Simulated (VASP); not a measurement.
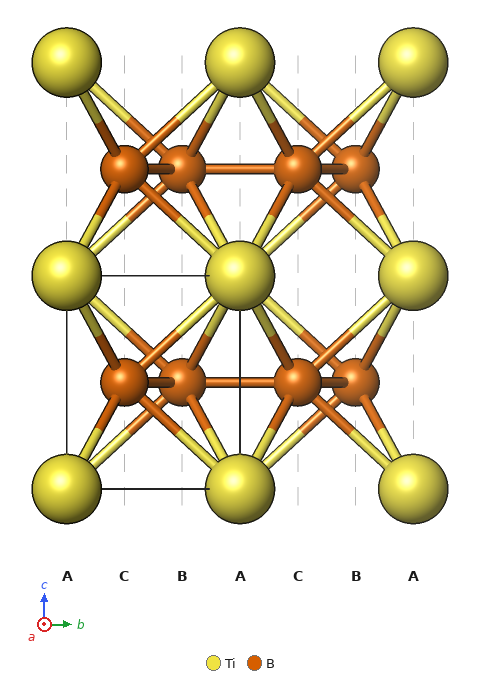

The picture looks along a close-packed row of the hexagonal mesh; c points upwards. The dashed lines mark the three columns A (0, 0), B (1/3, 2/3) and C (2/3, 1/3). The sequence starts with the first layer at or above the cell's origin.

System TiB2 (space group P6/mmm, No. 191); source of the atomic positions: an entry of the Crystallography Open Database, as set up for an electronic-structure calculation.

Q: List the layers of one repeat.

A: Ti(A) – B(B)+B(C) (two layers in 3.23 Å).
